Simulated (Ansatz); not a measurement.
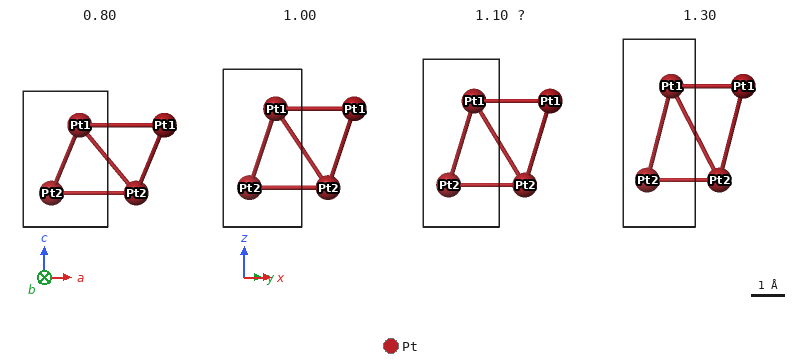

Solid Pt (P6_3/mmc): the ratio of the cell's length along z to its lengths across, counted as 1 for the reference, is changed at fixed volume (a c/a path), with the atoms kept at their fractional coordinates. x, y and z are the Cartesian axes of the input. The picture is a ball-and-stick view of the cell of the calculation, repeated 2 × 2 × 1 with one cell outlined, seen along the b axis.

The calculation used DFT r2SCAN, scalar-relativistic, plane waves, PAW in Ansatz. (plane-wave cutoff 500 eV; k-point mesh 24 × 24 × 12; occupations gaussian; smearing width 0.15 eV; no spin polarisation). Energies (free energies at the smearing named) are counted from the cell as listed in its source, which wasn't relaxed.

| axial ratio over its reference value | E − E(ref) (meV/atom) |
| --- | --- |
| 0.80 | 110 |
| 0.85 | 81 |
| 0.92 | 37 |
| 0.96 | 12 |
| 1.00 | 0 |
| 1.05 | 11 |
| 1.10 | ? |
| 1.20 | 223 |
| 1.30 | 502 |

> Estimate the missing energy from the other rows, and compare with the calculation.

A straight line between the two neighbours gives 82 meV/atom. A cubic through the four nearest rows (1.00, 1.05, 1.20, 1.30) gives, with Lagrange weights, (−0.3333)(0) + (1.0667)(11) + (0.3333)(223) + (−0.0667)(502) = 53 meV/atom. The calculation gives 53 meV/atom, so the cubic is right to the digits shown and the straight line 29 meV/atom too high, as the curve bends upwards here.

The whole profile:

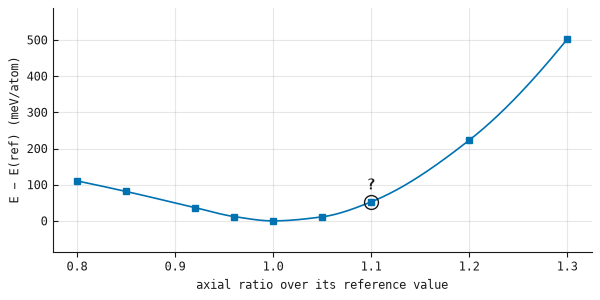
